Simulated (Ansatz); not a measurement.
## Ni3Si: single-point calculation

- system: Ni3Si (Pm-3m, 4 atoms in the cell)
- method: DFT PBEsol, scalar-relativistic, plane waves, PAW, spin-polarised (Ansatz 0.2.0)

The structure derives from an entry of the Crystallography Open Database. Figures and captions count atoms from 1; the log counts them from 0 in places.

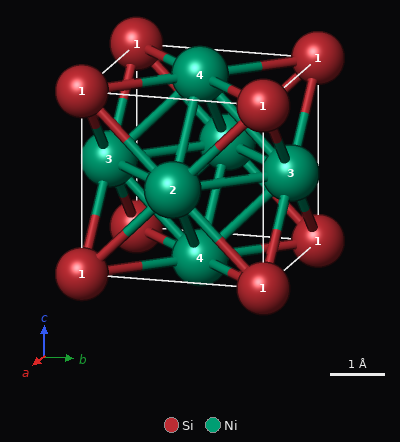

Figure 1. The structure (ball-and-stick view of the cell of the calculation, seen slightly off an axis; atoms are numbered from 1 in the order of the input). Near neighbours in the crystal (not all of them lie inside the picture): Si has 12 Ni at 2.51 Å; Ni has 8 Ni at 2.51 Å and 4 Si at 2.51 Å.

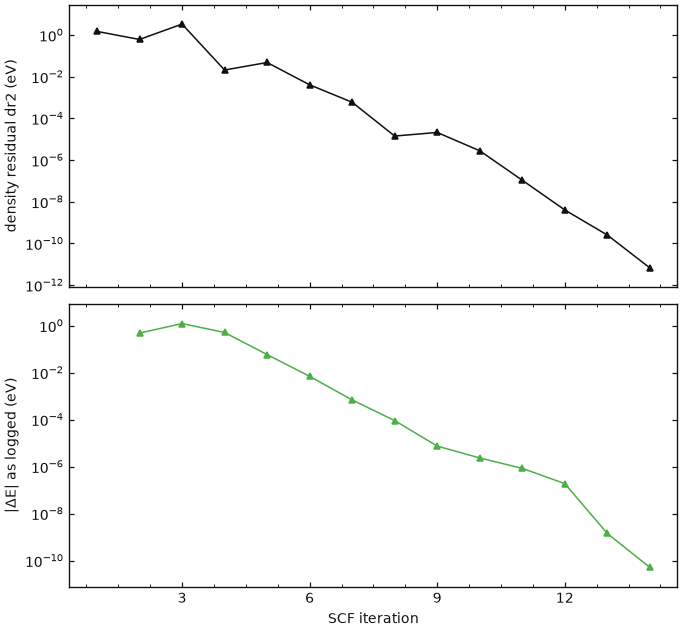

Figure 2. Convergence of the self-consistent field: density residual dr2 and size of the energy change against the SCF iteration. The residual falls unevenly and jumps up by a factor of two or more 2 times on the way down.

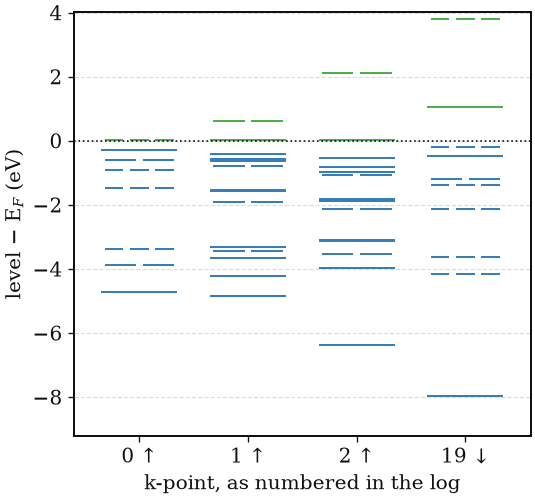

Figure 3. Kohn–Sham levels near the Fermi level (dotted) at the few k-points that the log prints; levels within 0.02 eV of each other stand side by side. The system is metallic on the full mesh.

The input that produced these results follows, with the program's output.

Input file
```yaml
crystal:
  lattice:
    - [3.5511, 0.0, 0.0]
    - [0.0, 3.5511, 0.0]
    - [0.0, 0.0, 3.5511]
  atoms:
    - { symbol: Si, position: [0.0, 0.0, 0.0] }
    - { symbol: Ni, position: [0.0, 0.5, 0.5], spin: 2.0 }
    - { symbol: Ni, position: [0.5, 0.0, 0.5], spin: 2.0 }
    - { symbol: Ni, position: [0.5, 0.5, 0.0], spin: 2.0 }
basis:
  ecutwfc: 420
kpoints:
  mp_grid: { grid: [6, 6, 6] }
hamiltonian:
  xc: pbesol
scf:
  occupations: { method: gaussian, width: 0.1 }
  lower_state_search: "off"
output:
  forces: true
  stress: true
  eigenvalues: true
  populations: true
magnetization:
  spin_polarized: true
```

Launched with:
```bash
ansatz run input.yaml --threads 1 --pin off --max-ram 2560MiB --backend cpu --events-out ev --progress --plain --runs-dir out
```

Log
```
Engine: ansatz 0.2.0, x86_64-unknown-linux-gnu
Pseudopotentials: kind: paw
Pseudopotential: Si, paw, valence charge 4, recommended cutoff 420 eV (normal), Si.paw.azcp
Pseudopotential: Ni, paw, valence charge 18, recommended cutoff 420 eV (normal), Ni.paw.azcp
Functional definition: PBEsol
  exchange = pbesol_x
  correlation = pbesol_c
Crystal: 4 atoms, lattice volume = 44.780 Å³
Basis set: ecut = 420 eV, 895 PW (Γ), exchange–correlation on 48×48×48 points (8 copies of the dense FFT grid, shifted against one another)
Bands: 39, of which v1, the nominal top of the filled ones, is band 29 counted from 1 (28 counted from 0)
Symmetry: 48 space group operations
Space group: Pm-3m (ITA 221), of the structure as read, at distance tolerance 3.6e-5 Å
Magnetic group: BNS 221.92 (UNI 1594), of the structure as read, at distance tolerance 3.6e-5 Å
k-points: 20 of 216
Non-local potential: Si, projectors of the file, l = 0: 2, l = 1: 2, l = 2: 2
Non-local potential: Ni, projectors of the file, l = 0: 3, l = 1: 2, l = 2: 3, l = 3: 1
PAW form: soft (Blöchl's): semilocal exchange-correlation on the pseudo side does not see the compensation charge
PAW frozen core: Si, regenerated for the run's functional, and the local potential with it (the file was generated under x = pbe(κ = 0.804, μ = 0.2195149727645171), c = pbe(β = 0.06672455060314922))
PAW frozen core: Ni, regenerated for the run's functional, and the local potential with it (the file was generated under x = pbe(κ = 0.804, μ = 0.2195149727645171), c = pbe(β = 0.06672455060314922))
PAW one-centre angular grid: Si, 110 points (default); XC on 64 Gauss nodes
PAW one-centre angular grid: Ni, 590 points (default); XC on 64 Gauss nodes
Initial density: superposition of atomic densities (chi_scale 0.1, normalization cell)
Starting moments: Σ|m| = 6 μB on 3 of 4 sites
Initial wavefunctions: pseudopotential atomic-orbital guess
Functional: x = pbesol(κ = 0.804, μ = 0.12345679012345678), c = pbesol(β = 0.046)
iter 1 solved again at ethr=2.59e-3 eV; its pass at ethr=3.10e-3 eV (dr2=1.50e0 eV) is discarded
SCF iter   1: F=—  HF=-18037.100293 eV  |F-HF|=—  |Δ(HF+E_count)|=         —  Δρ=1.70e-1 (↑1.29e-1 ↓1.70e-1)  dr2=1.49e0  dr2_m=9.05e0  M=1.668 μB ∫|m|=2.323 μB  β_m=0.30  ethr=2.59e-3  ⟨swp⟩=1.0  Hψ=7640  notcnv=0
Mixer restart at iter 1: flushing history
preconditioner: auto → Kerker (q_TF=auto, 2.848 Å⁻¹)  [metal: Δε(μ)=0.050 eV  Ē_g=10.348 eV  σ=0.100 eV  W_gap=0.28  n_scr=18 (ndim 8)  ℏωp=32.4 eV  f_vac=0.000  D(μ)=2.28/eV (n_scr^D=18)]
spin=Collinear: Kerker preconditioning applied to the charge; magnetization (m = ρ↑ − ρ↓) channel mixes plain (no charge-response kernel on spin).
spin-set hold released at iteration 1 (the charge has settled, or the pull on large starting moments outlasts its swing): the magnetisation degrees of freedom join the quasi-Newton model from the next iteration; the mixer history was flushed
SCF iter   2: F=—  HF=-18037.580453 eV  |F-HF|=—  |Δ(HF+E_count)|=   4.80e-1  Δρ=1.19e-1 (↑1.07e-1 ↓1.19e-1)  dr2=6.11e-1  dr2_m=5.14e0  M=1.531 μB ∫|m|=2.148 μB  β_m=0.65  ethr=2.56e-3  ⟨swp⟩=2.0  Hψ=1947  notcnv=0
SCF iter   3: F=—  HF=-18038.804921 eV  |F-HF|=—  |Δ(HF+E_count)|=    1.22e0  Δρ=1.02e-1 (↑1.40e-2 ↓1.02e-1)  dr2=3.35e0  dr2_m=9.34e-1  M=0.304 μB ∫|m|=0.823 μB  β_m=0.50  ethr=1.05e-3  ⟨swp⟩=3.3  Hψ=3395  notcnv=0  defer=90
SCF iter   4: F=—  HF=-18038.296393 eV  |F-HF|=—  |Δ(HF+E_count)|=   5.09e-1  Δρ=2.36e-2 (↑2.36e-2 ↓1.96e-2)  dr2=2.09e-2  dr2_m=1.77e-1  M=0.243 μB ∫|m|=0.630 μB  β_m=0.75  ethr=1.05e-3  ⟨swp⟩=3.1  Hψ=3095  notcnv=0  defer=136
SCF iter   5: F=—  HF=-18038.354933 eV  |F-HF|=—  |Δ(HF+E_count)|=   5.85e-2  Δρ=7.80e-3 (↑7.80e-3 ↓7.65e-3)  dr2=4.80e-2  dr2_m=7.14e-3  M=0.098 μB ∫|m|=0.245 μB  β_m=0.87  ethr=3.60e-5  ⟨swp⟩=2.1  Hψ=2843  notcnv=0  defer=132
SCF iter   6: F=—  HF=-18038.361866 eV  |F-HF|=—  |Δ(HF+E_count)|=   6.93e-3  Δρ=4.93e-3 (↑4.93e-3 ↓1.44e-3)  dr2=4.08e-3  dr2_m=4.00e-3  M=0.070 μB ∫|m|=0.130 μB  β_m=0.85  ethr=3.60e-5  ⟨swp⟩=1.8  Hψ=1859  notcnv=0  defer=132
SCF iter   7: F=—  HF=-18038.362549 eV  |F-HF|=—  |Δ(HF+E_count)|=   6.83e-4  Δρ=1.53e-3 (↑5.40e-4 ↓1.53e-3)  dr2=5.93e-4  dr2_m=2.67e-4  M=0.023 μB ∫|m|=0.043 μB  β_m=0.92  ethr=7.03e-6  ⟨swp⟩=2.6  Hψ=2258  notcnv=0  defer=132
SCF iter   8: F=—  HF=-18038.362639 eV  |F-HF|=—  |Δ(HF+E_count)|=   9.04e-5  Δρ=5.00e-4 (↑3.54e-4 ↓5.00e-4)  dr2=1.42e-5  dr2_m=6.78e-5  M=0.008 μB ∫|m|=0.014 μB  β_m=0.88  ethr=1.02e-6  ⟨swp⟩=1.5  Hψ=1875  notcnv=0  defer=132
SCF iter   9: F=—  HF=-18038.362647 eV  |F-HF|=—  |Δ(HF+E_count)|=   7.45e-6  Δρ=2.16e-4 (↑2.16e-4 ↓5.57e-5)  dr2=2.11e-5  dr2_m=3.80e-6  M=0.002 μB ∫|m|=0.004 μB  β_m=0.94  ethr=2.45e-8  ⟨swp⟩=2.0  Hψ=2562  notcnv=0  defer=132
SCF iter  10: F=—  HF=-18038.362644 eV  |F-HF|=—  |Δ(HF+E_count)|=   2.32e-6  Δρ=1.50e-4 (↑7.41e-5 ↓1.50e-4)  dr2=2.79e-6  dr2_m=5.01e-6  M=-0.002 μB ∫|m|=0.004 μB  β_m=0.89  ethr=2.45e-8  ⟨swp⟩=2.1  Hψ=1911  notcnv=0  defer=132
SCF iter  11: F=—  HF=-18038.362645 eV  |F-HF|=—  |Δ(HF+E_count)|=   8.37e-7  Δρ=4.42e-5 (↑4.42e-5 ↓2.87e-5)  dr2=1.08e-7  dr2_m=5.36e-7  M=-0.001 μB ∫|m|=0.002 μB  β_m=0.94  ethr=4.82e-9  ⟨swp⟩=1.9  Hψ=1819  notcnv=0  defer=132
iter 12 did not close the SCF: its close was put off for a magnetic moment that had not settled (scf_convergence_deferred on its scf_iter line)
SCF iter  12: F=-18038.362645 eV  HF=-18038.362645 eV  |F-HF|=1.48e-9  |Δ(HF+E_count)|=   1.88e-7  Δρ=5.08e-6 (↑3.30e-6 ↓5.08e-6)  dr2=4.04e-9  dr2_m=6.71e-9  M=0.000 μB ∫|m|=0.000 μB  β_m=0.97  ethr=1.72e-10  ⟨swp⟩=9.4  Hψ=7046  notcnv=0
iter 13 did not close the SCF: its close was put off for a magnetic moment that had not settled (scf_convergence_deferred on its scf_iter line)
SCF iter  13: F=-18038.362645 eV  HF=-18038.362645 eV  |F-HF|=1.27e-10  |Δ(HF+E_count)|=   1.42e-9  Δρ=5.95e-7 (↑5.73e-7 ↓5.95e-7)  dr2=2.53e-10  dr2_m=9.85e-11  M=0.000 μB ∫|m|=0.000 μB  β_m=0.99  ethr=6.97e-12  ⟨swp⟩=1.6  Hψ=3995  notcnv=0
SCF iter  14: F=-18038.362645 eV  HF=-18038.362645 eV  |F-HF|=3.64e-12  |Δ(HF+E_count)|=  5.09e-11  Δρ=7.69e-8 (↑6.79e-8 ↓7.69e-8)  dr2=6.69e-12  dr2_m=3.74e-13  M=0.000 μB ∫|m|=0.000 μB  ethr=1.00e-12  ⟨swp⟩=1.0  Hψ=3527  notcnv=0
WARN: the starting moments were not kept: the SCF closed with an absolute magnetisation of 1.0e-6 μB, where they sum to 6 μB in size (3 sites). That is at most 0.1 of that sum. Measured as dr2_m measures the in/out step, that magnetisation stands 8.0e-13 eV from none, at or under the dr2_threshold of 1.0e-7 eV: it is no larger than a step whose dr2_m would equal this threshold. The system may hold no moment; this SCF shows only that its start led to no more than that. To try another start: raise the starting moments (crystal.atoms[].spin, magnetization.per_species, magnetization.initial_magnetization, or on a non-collinear deck that types none of these the spinor_matrix: blocks that start its atoms; where the total moment is fixed, keep their sum and leave initial_magnetization as it is; typed ones take the place of any that the run laid by itself, positive ones on a crystal's lanthanoids without a Hubbard term where scf.initial_density.shell_occupations: [] is typed) or, if the notice of its spin-set hold's release reads "site moments contracting" or "site moments show no strong build", lengthen the hold (scf.mixing.spin_hold: { on: { confirm: 4 } }; for m-r²SCAN on two components see the key's manual first). Each may lead to a state that holds a moment. A second SCF, from the converged charge density, with the starting moments and any scf.initial_density.shell_occupations laid on it anew, would have followed, and was not run: the deck does not ask for one (magnetization.retry_lost_moments is false, the default). To let it run, set magnetization.retry_lost_moments: true and run the deck again, where that key's refused combinations let it; where memory then withholds it, that run's warning says so.
SCF 1 converged in 14 iterations: F = -18038.362645 eV  dr2 = 6.69e-12
  greatest PAW one-centre occupation: 1.001 electrons in one spin orbital (limit 2), on the Ni atom at site 3 (counted from 0), in its partial waves of l = 1
SCF converged after 14 iterations
Magnetization: 0.0000 μB (29.0000 up, 29.0000 down)
Absolute magnetization: 0.0000 μB (∫|ρ↑−ρ↓|, with the PAW one-centre terms)
Spin contamination: 0.0000 ħ² per cell (⟨S²⟩ above its minimum at these occupations)
Per-site moments (μB) at R_I (Å): [(-2.7341947232620434e-8, 1.035790342402014), (2.837476942723363e-7, 1.035790342402014), (2.837476944156905e-7, 1.035790342402014), (2.8374769415762175e-7, 1.035790342402014)]
Free energy (F): -18038.362645 eV
Harris-Foulkes:  -18038.362645 eV  (|F-HF|=3.64e-12)
Internal energy: -18038.353649 eV  (E = F + TS)
E sigma→0 (E₀):  -18038.358147 eV
Entropy (-TS):   -0.008997 eV (-2.249 meV/atom)
Fermi energy:    16.554445 eV
--- Per-component energies (eV) ---
  E_band       = -890.093902
  E_kinetic    = 893.198792
  E_local      = -11800.150383  (includes V_loc(G=0)·N_el)
  E_nonlocal   = 1935.589108
  E_hartree    = 5018.469417
  E_xc         = -309.973051
  E_vxc        = -377.347604  (∫ρ·V_xc dr)
  E_paw        = -5286.357159  (= ΣΔE_a)
  E_vpaw       = -1578.324082  (= ΣTr[D̂ρ^β])
  E_aug_tail   = 0.001330  (compensation charges beyond the density's cutoff)
  E_ewald      = -8489.755131
  E_core_change = 0.623427  (= ΣΔE_core)
  E_smearing   = -0.008997  (= −TS)
  E_closure    = 0.000000  (closes the sum)
  Σ components = -18038.362645   (vs F -18038.362645, Δ=0.00e0)
--- Forces (eV/Å), atoms counted from 1 ---
  atom   1  Si    -0.00000000     0.00000000    -0.00000000
  atom   2  Ni     0.00000000    -0.00000000     0.00000000
  atom   3  Ni     0.00000000    -0.00000000     0.00000000
  atom   4  Ni    -0.00000000    -0.00000000     0.00000000
  max |Σ_I F_I| component: 8.77e-29 eV/Å
--- Stress (GPa, compression-positive) ---
      -15.410523       0.000000       0.000000
        0.000000     -15.410523       0.000000
        0.000000       0.000000     -15.410523
  P = ⅓ Tr σ = -15.4105 GPa (-154.105 kbar)
--- Band table (eV; the first three rows and the last of 40) ---
  k-point 0 ↑: bands = ["-86.2533", "-86.2228", "-86.2228", "-46.8640", "-46.8640", "-46.8640", "-46.8165", "-46.8165", "-46.8165", "-46.6620", "-46.6620", "-46.6620", "4.8530", "11.8416", "12.6620", "12.6620", "13.1603", "13.1603", "13.1603", "15.0701", "15.0701", "15.0701", "15.6509", "15.6509", "15.6509", "15.9675", "15.9675", "16.2723", "16.5710", "16.5710", "16.5710", "20.9895", "22.6546", "22.6546", "26.7273", "26.7273", "26.7273", "30.1822", "30.1822"]
  k-point 1 ↑: bands = ["-86.2515", "-86.2246", "-86.2228", "-46.8598", "-46.8598", "-46.8584", "-46.8179", "-46.8179", "-46.8169", "-46.6684", "-46.6648", "-46.6648", "5.1663", "11.7220", "12.3180", "12.8794", "13.1258", "13.1258", "13.2478", "14.6430", "14.6430", "14.9753", "15.0025", "15.7693", "15.7693", "15.9063", "15.9689", "16.1478", "16.5713", "17.1800", "17.1800", "21.4290", "22.6070", "23.7135", "25.6550", "25.6550", "26.1481", "28.9380", "28.9647"]
  k-point 2 ↑: bands = ["-86.2468", "-86.2292", "-86.2227", "-46.8496", "-46.8496", "-46.8460", "-46.8224", "-46.8224", "-46.8176", "-46.6826", "-46.6706", "-46.6706", "6.0379", "10.1742", "12.5804", "13.0092", "13.0092", "13.4189", "13.4608", "14.4215", "14.4215", "14.6868", "14.7472", "15.4882", "15.4882", "15.5651", "15.7445", "16.0246", "16.5719", "18.6671", "18.6671", "21.4526", "22.4868", "23.3096", "23.3096", "24.2357", "27.3322", "27.9170", "30.0834"]
  k-point 19 ↓: bands = ["-86.2328", "-86.2328", "-86.2328", "-46.8870", "-46.8870", "-46.8870", "-46.8065", "-46.7691", "-46.7691", "-46.7691", "-46.6319", "-46.6319", "8.5828", "12.4078", "12.4078", "12.4078", "12.9104", "12.9104", "12.9104", "14.4387", "14.4387", "14.4387", "15.1823", "15.1823", "15.1823", "15.3671", "15.3671", "16.0896", "16.3492", "16.3492", "16.3492", "17.6141", "20.3473", "20.3473", "20.3473", "32.7510", "32.7510", "32.9458", "32.9458"]
--- Löwdin populations: 4 sites ---
  site symbol       q [e]    m [muB]
     0     Si      4.4049    -0.0000
     1     Ni     17.6328     0.0000
     2     Ni     17.6328     0.0000
     3     Ni     17.6328     0.0000
  spilling = 0.012013 (of n_electrons = 58.000000)
```

Key numbers

| quantity | value |
| --- | --- |
| outcome | converged |
| space group (tolerance 0.01 Å) | Pm-3m (221) |
| electrons treated | 58 |
| free energy | −18038.3626 eV |
| Fermi energy | 16.554 eV |
| gap on the k-point mesh | none (metallic) |
| net moment of the cell | 0.00 μB |
| integrated absolute moment | 0.00 μB |
| pressure | −15.41 GPa |
| largest force (length of the vector) | under 0.001 eV/Å |
| hardware | 1 thread of Intel Xeon @ 2.50GHz (Skylake/Cascade Lake), 192 GiB of memory available, shared host |
| wall time | 9.3 s |
| peak memory | 0.4 GiB |

Remarks

Warnings of the run: some starting moments were not kept. The cell is under a tension of 15.4 GPa at this level, so it is not at its equilibrium volume.
